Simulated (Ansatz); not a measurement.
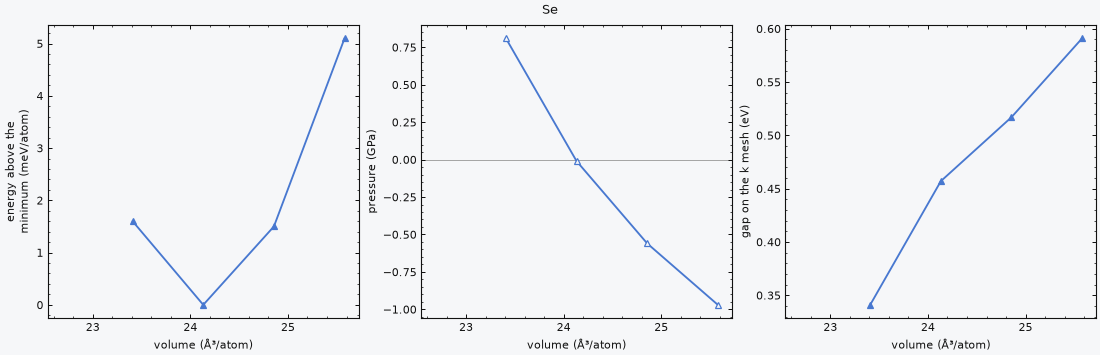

The figure shows the energy above the minimum, pressure and gap on the k mesh against volume for Se, space group P3_121 (No. 152).

The given structure:
```
CELL_PARAMETERS angstrom
4.04152 0.00000 0.00000
-2.02076 3.50006 0.00000
0.00000 0.00000 5.11790
ATOMIC_POSITIONS crystal
Se 0.24864 0.00000 0.33333
Se 0.00000 0.24864 0.66667
Se 0.75136 0.75136 0.00000
```

Calculation (Ansatz 0.2.0): third-order Birch-Murnaghan fit to density functional energies at scaled volumes of the given relaxed cell, shape and atoms relaxed at each volume; energies count from the fitted minimum; plane waves with PAW datasets, Γ-centred k mesh. Level: PBEsol, no spin polarisation.

wave cutoff 420 eV; k mesh 12×12×8; occupations Gaussian; smearing width 0.02 eV.

The point at volume 22.684 Å³/atom is left out of the plot. What does the calculation give there?

```tsv
volume (Å³/atom)	energy above the minimum (meV/atom)	pressure (GPa)	gap on the k mesh (eV)
22.684	7.4	1.89	0.250
```

Note: a crossing between the sampled k points may be missed; pressure derivative unusual.
